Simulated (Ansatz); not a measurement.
Consider Bi.

```
CELL_PARAMETERS angstrom
4.53500 0.00000 0.00000
-2.26750 3.92743 0.00000
0.00000 0.00000 11.81400
ATOMIC_POSITIONS crystal
Bi 0.00000 0.00000 0.23634
Bi 0.66667 0.33333 0.56967
Bi 0.33333 0.66667 0.90300
Bi 0.66667 0.33333 0.09700
Bi 0.33333 0.66667 0.43033
Bi 0.00000 0.00000 0.76366
```

Space group R-3m.

Level of theory: DFT PBE+D3(BJ), scalar-relativistic, plane waves, PAW in Ansatz.

### What will maps of the valence pseudo-density and electron localisation function show?

Bi–Bi (3.09 Å): ρ is about 0.28 e/Å³ halfway; the ELF reaches about 0.50 near the midpoint.

### Does the calculation make it a metal, or give it a gap?

It is gapless in this calculation (a metal or semimetal).

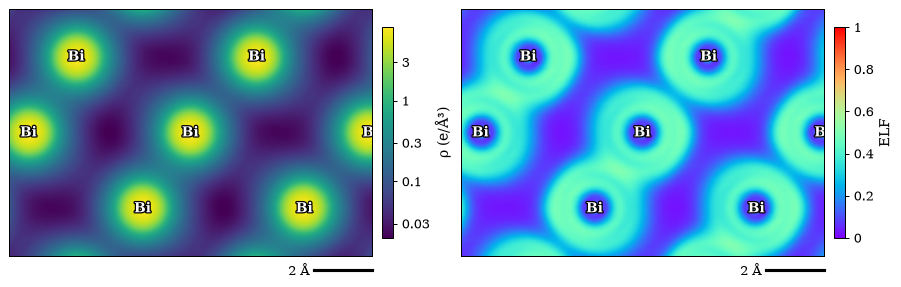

Computed valence pseudo-density and electron localisation function on the (110) plane of the conventional cell, in this order. 

Core electrons are frozen (PAW), and the valence fields are smoothed inside the atomic spheres.
